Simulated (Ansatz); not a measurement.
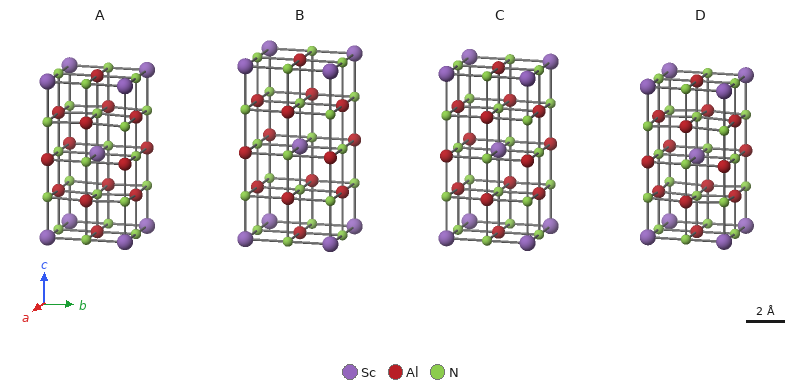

4 geometries from one relaxation of crystalline ScAl₃N₄ (a generated structure, set up in I4/mmm) (coarse preliminary run), in shuffled order. Style: ball-and-stick. Shown: the conventional cell (2 times the calculation's cell), slightly off an axis. Lengths and directions refer to the drawn axes.

Theory: Ansatz, DFT PBE, scalar-relativistic, plane waves, PAW. (plane-wave cutoff 420 eV; k-point mesh 6 × 6 × 6; occupations gaussian; smearing width 0.1 eV; no spin polarisation; cell and atoms relaxed; force threshold 0.04 eV/Å; at most 70 steps)

Order the frames from highest to lowest energy.

Answer. B, C, A, D. They are steps 0, 1, 2, 7, at +672 meV per atom, +264 meV per atom, +29.6 meV per atom relative to the last. The largest moves relative to the cell, 0.10 Å, are those of N atoms. Al and Sc stay in place. Cell: a = b 4.739 → 4.254 Å (−10.3 %), c 9.479 → 8.258 Å (−12.9 %). Volume −29.8 %. Near-neighbour distances that change, for instance: Al–N 2.370 → 1.962 Å, Al–N 2.370 → 2.065 Å, N–Sc 2.370 → 2.127 Å, Al–N 2.370 → 2.129 Å. Among the angles between lasting bonds that change: Al–N–Al 180.0° → 174.5°, N–Al–N 180.0° → 174.5°, Sc–N–Al 90.0° → 87.2°. The space group stays I4/mmm (No. 139). The energy falls by 672 meV per atom in 5 accepted moves (7 points after the start). The largest force component goes from 0.78 to 0.00096 eV/Å. Pressure: −38.25 GPa at the start and −0.01 GPa at the end. At 2 points the geometry stayed and the basis and grid were re-selected for the new cell (energy shift of 2.4 meV per atom at most each time). Cost: 23 s on 1 thread of Intel(R) Xeon(R) 6975P-C (Granite Rapids), with other jobs on the host, peak memory 0.49 GiB.
